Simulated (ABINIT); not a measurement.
# Run report: Si, band-structure run

- system: Si (R-3, 8 atoms in the cell)
- method: Kohn-Sham DFT of a periodic cell, TB-mBJ, JTH PAW LDA v2.0 (ABINIT 10.8.3)

The structure derives from a Materials Project entry. The run did not end well.

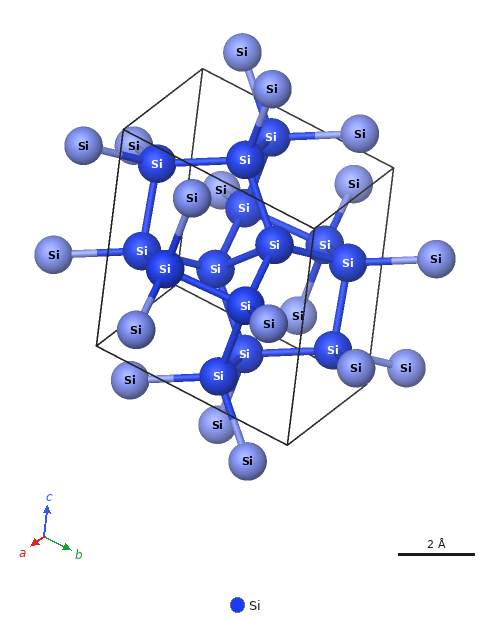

Figure 1. The structure (ball-and-stick view of the cell of the calculation, seen slightly off an axis; neighbours outside the cell are drawn fainter). An atom can appear more than once, as a periodic image. Near neighbours in the periodic cell (some may lie outside the picture): Si has 4 Si at 2.34 to 2.41 Å.

## The input
```
# Datasets: ground state, then fixed potential
ndtset 2

# Pseudopotentials
pp_dirpath "./"
pseudos "Si.LDA_PW-JTH.xml"

# Structure
acell 3*1.0
rprim
     8.9067238337     5.1422994030     3.5602419412
    -8.9067238337     5.1422994030     3.5602419412
     0.0000000000   -10.2845988060     3.5602419412
ntypat 1
znucl 14
natom 8
typat 1 1 1 1 1 1 1 1
xred
     0.5187605000     0.0171024200     0.7149106100
     0.2871548500     0.2871548500     0.2871548500
     0.7149106100     0.5187605000     0.0171024200
     0.4812395000     0.9828975800     0.2850893900
     0.2850893900     0.4812395000     0.9828975800
     0.7128451500     0.7128451500     0.7128451500
     0.9828975800     0.2850893900     0.4812395000
     0.0171024200     0.7149106100     0.5187605000

# Plane-wave basis
ecut 18.0
pawecutdg 36.0

# Exchange and correlation
ixc -208012
usekden 1
pawxcdev 0

# Bands and occupations
occopt 3
tsmear 0.00183747

# SCF cycle
nstep 100
diemix 0.3
optforces 0
optstress 0

# Output
iomode 3
prtwf 0
prteig 0
prtebands 0
enunit 1
prtden1 1
prtkden1 1

# Dataset 1
kptopt1 1
ngkpt1 4 4 4
nshiftk1 1
shiftk1 0.0 0.0 0.0
nband1 21
tolvrs1 1.0e-7

# Dataset 2: bands along G-P-Z-Q-G-F-P1-Q1-L-Z
iscf2 -2
getden2 1
getkden2 1
nband2 27
nbdbuf2 4
tolwfr2 1.0e-11
kptopt2 -9
ndivsm2 8
prteig2 1
prtvol2 -3
kptbounds2
     0.0000000000     0.0000000000     0.0000000000
     0.3732783917    -0.6267216083     0.3732783917
     0.5000000000    -0.5000000000     0.5000000000
     0.2465567833     0.2465567833     0.2465567833
     0.0000000000     0.0000000000     0.0000000000
     0.5000000000    -0.5000000000     0.0000000000
     0.6267216083    -0.3732783917    -0.3732783917
     0.7534432167    -0.2465567833    -0.2465567833
     0.5000000000     0.0000000000     0.0000000000
     0.5000000000    -0.5000000000     0.5000000000
```

Command:
```bash
mpirun --bind-to none -np 4 abinit run.abi > log 2>&1
```

## What the program printed
```
.Version 10.8.3 of ABINIT
 DATASET    1 : space group R-3 (#148); Bravais hR (rhombohedral)
================================================================================
 Values of the parameters that define the memory need for DATASET  1.
     intxc =       0    ionmov =       0      iscf =       7    lmnmax =       8
     lnmax =       4     mgfft =      45  mpssoang =       2    mqgrid =    3001
     natom =       8  nloc_mem =       2    nspden =       1   nspinor =       1
    nsppol =       1      nsym =       6    n1xccc =       1    ntypat =       1
    occopt =       3   xclevel =       2
       mpw =        3591          nfft =       91125          nkpt =          14
Pmy_natom=         2
 PAW method is used; the additional fine FFT grid is defined by:
   mgfftf=        60    nfftf =    216000
================================================================================
================================================================================

 DATASET    2 : space group R-3 (#148); Bravais hR (rhombohedral)
================================================================================
 Values of the parameters that define the memory need for DATASET  2.
     intxc =       0    ionmov =       0      iscf =      -2    lmnmax =       8
     lnmax =       4     mgfft =      45  mpssoang =       2    mqgrid =    3001
     natom =       8  nloc_mem =       2    nspden =       1   nspinor =       1
    nsppol =       1      nsym =       6    n1xccc =       1    ntypat =       1
    occopt =       3   xclevel =       2
       mpw =        3595          nfft =       91125          nkpt =         107
Pmy_natom=         2
 PAW method is used; the additional fine FFT grid is defined by:
   mgfftf=        60    nfftf =    216000
================================================================================
================================================================================

--------------------------------------------------------------------------------
------------- Echo of variables that govern the present computation ------------
--------------------------------------------------------------------------------
 -outvars: echo values of preprocessed input variables --------
            acell      1.0000000000E+00  1.0000000000E+00  1.0000000000E+00 Bohr
              amu      2.80855000E+01
           diemix      3.00000000E-01
             ecut      1.80000000E+01 Hartree
           enunit           1
           getden1          0
           getden2          1
          getkden1          0
          getkden2          1
             iscf1          7
             iscf2         -2
              ixc     -208012
           jdtset        1    2
           kptopt1          1
           kptopt2         -9
         kptrlatt        4    0    0      0    4    0      0    0    4
          kptrlen1     4.27229033E+01
          kptrlen2     3.00000000E+01
            natom           8
            nband1         21
            nband2         27
           nbdbuf1          0
           nbdbuf2          4
           ndtset           2
           ndivsm1          0
           ndivsm2          8
            ngfft          45      45      45
          ngfftdg          60      60      60
             nkpt1         14
             nkpt2        107
            nstep         100
             nsym           6
           ntypat           1
           occopt           3
        optforces           0
        optstress           0
        pawecutdg      3.60000000E+01 Hartree
         pawxcdev           0
        prtebands           0
           prteig1          0
           prteig2          1
          prtkden           1
           prtvol1          0
           prtvol2         -3
            prtwf           0
            rprim      8.9067238337E+00  5.1422994030E+00  3.5602419412E+00
                      -8.9067238337E+00  5.1422994030E+00  3.5602419412E+00
                       0.0000000000E+00 -1.0284598806E+01  3.5602419412E+00
           shiftk1     0.00000000E+00  0.00000000E+00  0.00000000E+00
           shiftk2     5.00000000E-01  5.00000000E-01  5.00000000E-01
          spgroup         148
           tolvrs1     1.00000000E-07
           tolvrs2     0.00000000E+00
           tolwfr1     0.00000000E+00
           tolwfr2     1.00000000E-11
           tsmear      1.83747000E-03 Hartree
            typat      1  1  1  1  1  1  1  1
          usekden           1
           useylm           1
           xangst      2.3644325578E+00 -2.4326282890E+00  2.3564559538E+00
                      -1.0192972086E-17 -7.3865366338E-18  1.6229982640E+00
                       9.2450161733E-01  3.2639728051E+00  2.3564559538E+00
                      -2.3644325578E+00  2.4326282890E+00  3.2955407441E+00
                      -9.2450161733E-01 -3.2639728051E+00  3.2955407441E+00
                       1.7000433258E-16  7.4726538457E-17  4.0289984339E+00
                       3.2889341752E+00  8.3134451612E-01  3.2955407441E+00
                      -3.2889341752E+00 -8.3134451612E-01  2.3564559538E+00
            xcart      4.4681299775E+00 -4.5970012324E+00  4.4530563804E+00
                      -1.9261925651E-17 -1.3958531257E-17  3.0670222218E+00
                       1.7470548597E+00  6.1680146841E+00  4.4530563804E+00
                      -4.4681299775E+00  4.5970012324E+00  6.2276694432E+00
                      -1.7470548597E+00 -6.1680146841E+00  6.2276694432E+00
                       3.2126162880E-16  1.4121269202E-16  7.6137036018E+00
                       6.2151848372E+00  1.5710134517E+00  6.2276694432E+00
                      -6.2151848372E+00 -1.5710134517E+00  4.4530563804E+00
             xred      5.1876050000E-01  1.7102420000E-02  7.1491061000E-01
                       2.8715485000E-01  2.8715485000E-01  2.8715485000E-01
                       7.1491061000E-01  5.1876050000E-01  1.7102420000E-02
                       4.8123950000E-01  9.8289758000E-01  2.8508939000E-01
                       2.8508939000E-01  4.8123950000E-01  9.8289758000E-01
                       7.1284515000E-01  7.1284515000E-01  7.1284515000E-01
                       9.8289758000E-01  2.8508939000E-01  4.8123950000E-01
                       1.7102420000E-02  7.1491061000E-01  5.1876050000E-01
            znucl       14.00000

================================================================================

 chkinp: Checking input parameters for consistency, jdtset=   1.

 chkinp: Checking input parameters for consistency, jdtset=   2.

================================================================================
== DATASET  1 ==================================================================

--- !DatasetInfo
iteration_state: {dtset: 1, }
dimensions: {natom: 8, nkpt: 14, mband: 21, nsppol: 1, nspinor: 1, nspden: 1, mpw: 3591, }
cutoff_energies: {ecut:  18.0, pawecutdg:  36.0, }
electrons: {nelect:   3.20000000E+01, charge:   0.00000000E+00, occopt:   3.00000000E+00, tsmear:   1.83747000E-03, }
meta: {optdriver: 0, ionmov: 0, optcell: 0, iscf: 7, paral_kgb: 0, }
...

 Real(R)+Recip(G) space primitive vectors, cartesian coordinates (Bohr,Bohr^-1):
 R(1)=  8.9067238  5.1422994  3.5602419  G(1)=  0.0561374  0.0324109  0.0936266
 R(2)= -8.9067238  5.1422994  3.5602419  G(2)= -0.0561374  0.0324109  0.0936266
 R(3)=  0.0000000-10.2845988  3.5602419  G(3)=  0.0000000 -0.0648218  0.0936266
 Unit cell volume ucvol=  9.7837672E+02 bohr^3
 Angles (23,13,12)=  1.09845369E+02  1.09845369E+02  1.09845369E+02 degrees

 Coarse grid specifications (used for wave-functions):

 getcut: wavevector=  0.0000  0.0000  0.0000  ngfft=  45  45  45
         ecut(hartree)=     18.000   => boxcut(ratio)=   2.11766

 Fine grid specifications (used for densities):

 getcut: wavevector=  0.0000  0.0000  0.0000  ngfft=  60  60  60
         ecut(hartree)=     36.000   => boxcut(ratio)=   2.04131

--- Pseudopotential description ------------------------------------------------
- pspini: atom type   1  psp file is ./Si.LDA_PW-JTH.xml
 Pseudopotential format is: paw10
 basis_size (lnmax)=  4 (lmn_size=  8), orbitals=   0   0   1   1
 Spheres core radius: rc_sph= 1.90944987
 Shapefunction is BESSEL type: shapef(r,l)=aa(1,l)*jl(q(1,l)*r)+aa(2,l)*jl(q(2,l)*r)
 Radius for shape functions =  1.60149249
 Compensation charge density is not taken into account in XC energy/potential

   1.00358140E+03                                ecore*ucvol(ha*bohr**3)
--------------------------------------------------------------------------------

================================================================================

--- !BeginCycle
iteration_state: {dtset: 1, }
solver: {iscf: 7, nstep: 100, nline: 4, wfoptalg: 10, }
tolerances: {tolvrs: 1.00E-07, }
...

     iter   Etot(hartree)      deltaE(h)  residm     vres2
 ETOT  1   31.329609129175     3.133E+01 1.992E-01 8.319E+03
 ETOT  2   2289.6724807917     2.258E+03 5.540E+01 1.095E+06
 ETOT  3   2441.4690872583     1.518E+02 1.010E+01 1.226E+06
 ETOT  4   2387.4232970834    -5.405E+01 1.171E-01 1.114E+06
 ETOT  5  -7.0810915860775    -2.395E+03 1.836E+00 1.012E+05
 ETOT  6  -16.700852067403    -9.620E+00 4.910E+00 7.236E+04
 ETOT  7  -21.212748695426    -4.512E+00 4.754E-01 6.164E+04
 ETOT  8  -21.689498036382    -4.767E-01 2.066E-02 4.856E+04
 ETOT  9  -21.696860934446    -7.363E-03 1.813E-02 6.321E+04
 ETOT 10  -21.717912436592    -2.105E-02 7.426E-03 4.320E+04
 ETOT 11  -21.710973650160     6.939E-03 1.426E-03 2.216E+03
 ETOT 12  -21.673190696026     3.778E-02 5.603E-04 9.942E+02
 ETOT 13   552.12014465860     5.738E+02 3.012E+00 1.895E+05

--- !BUG
message: |

     newocc:
      The calling routine gives nelect=   0.32000000D+02
      The lowest bound is  -0.25404814D+10, with nelect=  0.00000000D+00
      The highest bound is   0.10000000D+07, with nelect=  0.18406250D+02
...

--- !BUG
message: |

     newocc:
      The calling routine gives nelect=   0.32000000D+02
      The lowest bound is  -0.25404814D+10, with nelect=  0.00000000D+00
      The highest bound is   0.10000000D+07, with nelect=  0.18406250D+02
...
```

## What the run reported

| quantity | value |
| --- | --- |
| outcome | ended with an error |
| space group (tolerance 0.01 Å) | R-3 (148) |
| hardware | 4 threads of Arm Neoverse V2, 24 GiB of memory available, shared host |
| wall time | 69 s (CPU time 3.4 min) |
| peak memory | 0.72 GiB |

## Diagnosis

The run ended with an error.
